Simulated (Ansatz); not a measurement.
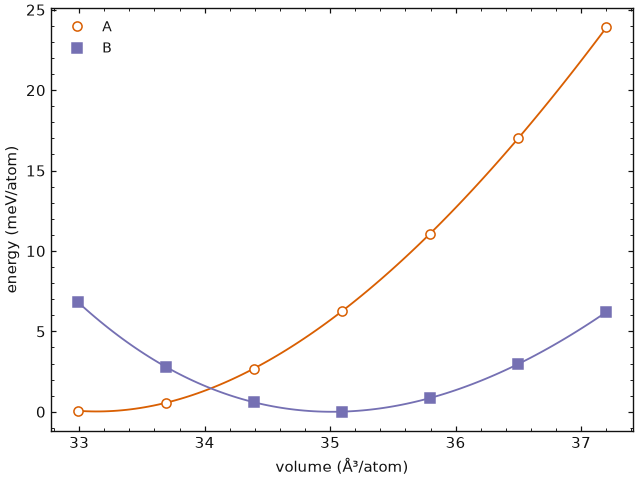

The figure compares two calculations of the energy against volume, each curve from its own zero. The first is for RbCl, space group Fm-3m (No. 225).

The cell holds 2 atoms.

How it was computed, with Ansatz 0.2.0: all-electron LAPW DFT, no spin polarisation; energies at scaled volumes of the given cell, shape and fractions fixed, counted from the fit's minimum, third-order Birch-Murnaghan fit. Level: PBEsol with D3(BJ).

k mesh 7×7×7; occupations Fermi–Dirac; smearing width 0.05 eV; potentials all electron LAPW, scalar relativistic; program settings basis error eV/atom 0.001.

In the second, the level changes from PBEsol with D3(BJ) to PBEsol. The second calculation uses k mesh 7×7×7.

**Which of A and B is the second calculation, and what did the change do?**

B. The equilibrium volume rises from 33.14 to 35.02 Å³/atom (+5.7 %) and the bulk modulus falls from 19.5 to 16.5 GPa (−15 %).

V0 and the bulk modulus come from third-order Birch–Murnaghan fits.
